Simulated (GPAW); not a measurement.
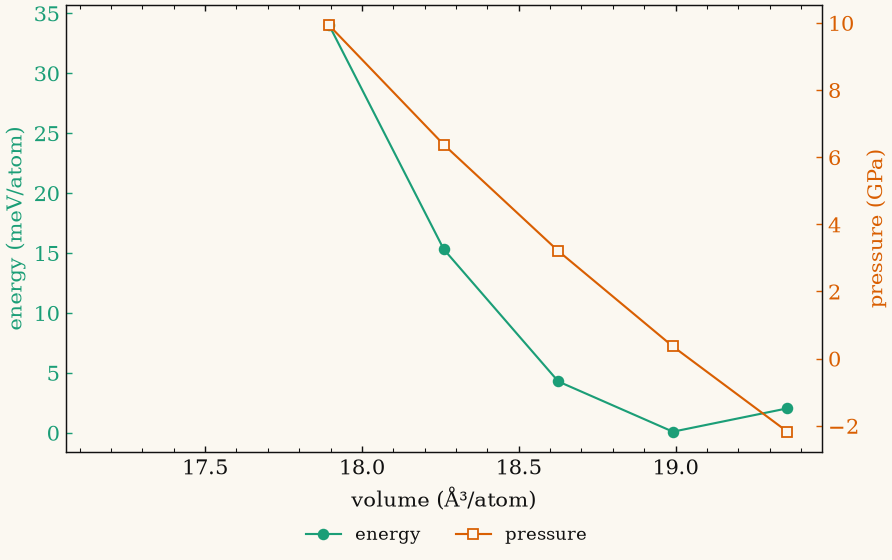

The picture above shows the energy and pressure against volume for PtS₂, space group P-3m1 (No. 164).

Starting cell:
```xyz
3
Lattice="3.5432 0.0000 0.0000 -1.7716 3.0685 0.0000 0.0000 0.0000 5.0388" Properties=species:S:1:pos:R:3 pbc="T T T"
Pt    0.0000    0.0000    0.0000
S     1.7716    1.0228    3.8950
S     0.0000    2.0457    1.1438
```

Computed with GPAW 26.7.0: PAW DFT in plane waves, on a grid or in atomic orbitals, no spin polarisation; energies at scaled volumes of the given cell, shape and fractions fixed, counted from the fit's minimum, third-order Birch-Murnaghan fit. Level: PBEsol.

- k mesh: 9×9×5
- occupations: Fermi–Dirac
- smearing width: 0.05 eV
- potentials: PAW data sets made by gpaw setup for the functional
- wave cutoff: 600 eV
- program settings: basis pw

The points at volume 17.17 Å³/atom and 17.53 Å³/atom are left out of the plot. What values does the calculation give there?

```csv
volume (Å³/atom),energy (meV/atom),pressure (GPa)
17.17,98.00,18.31
17.53,61.22,13.88
```

Caveats: spin-orbit coupling left out, heavy elements; shape and atomic fractions are frozen while scaling, which makes layered, chain and framework solids too stiff.
